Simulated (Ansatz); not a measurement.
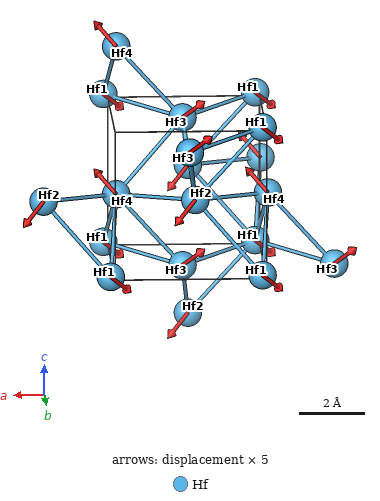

A relaxation of a crystal of Hf (built on the N_198 type) (coarse preliminary run). The starting structure is drawn; red arrows show the displacements (the part carried along by the change of the cell is left out), magnified 5 times.

A ball-and-stick model of the cell of the calculation, seen from a free direction.

Case: N type (P2_13, No. 198).

Theory: DFT PBE, scalar-relativistic, plane waves, PAW in Ansatz.

The input:
```yaml
crystal:
  lattice:
    - [4.6946969505, 0.0, 0.0]
    - [0.0, 4.6946969505, 0.0]
    - [0.0, 0.0, 4.6946969505]
  atoms:
    - { symbol: Hf, position: [0.03, 0.03, 0.03] }
    - { symbol: Hf, position: [0.47, 0.97, 0.53] }
    - { symbol: Hf, position: [0.53, 0.47, 0.97] }
    - { symbol: Hf, position: [0.97, 0.53, 0.47] }
basis:
  ecutwfc: 420
kpoints:
  mp_grid: { grid: [4, 4, 4] }
hamiltonian:
  xc: pbe
scf:
  occupations: { method: gaussian, width: 0.1 }
  lower_state_search: "off"
output:
  forces: true
  stress: true
  eigenvalues: true
relax:
  adjacent_minimum: "off"
  f_tol: 0.04
  max_steps: 70
  cell: { stress_tol: 0.4 }
```

> What happened in the run?

The largest moves relative to the cell, 0.23 Å, are those of Hf1, Hf2, Hf3 and Hf4. Hf2 goes along [1 1 −1]. The drawn cell changes as follows: a = b = c 4.695 → 4.489 Å (−4.4 %); the volume changes by −12.6 %. Near-neighbour distances that change, for instance: Hf1–Hf2 3.536 → 3.173 Å, Hf1–Hf2 (another image) 3.139 → 3.175 Å. Bond angles that change, for instance: Hf2–Hf1–Hf3 68.5° → 60.0°, Hf2–Hf1–Hf4 128.2° → 120.0°, Hf2–Hf1–Hf2 96.8° → 90.0°. The space group (tolerance 0.01 Å) goes from P2_13 (No. 198) to Fm-3m (No. 225). The energy falls by 1.151 eV per cell of the calculation in 3 accepted moves (4 points after the start). The largest force component goes from 0.72 to 0.0023 eV/Å. Pressure: −9.27 GPa at the start and 0.00 GPa at the end. At 1 point the geometry stayed and the basis and grid were re-selected for the new cell (energy shift of 2.7 meV per cell of the calculation at most each time).
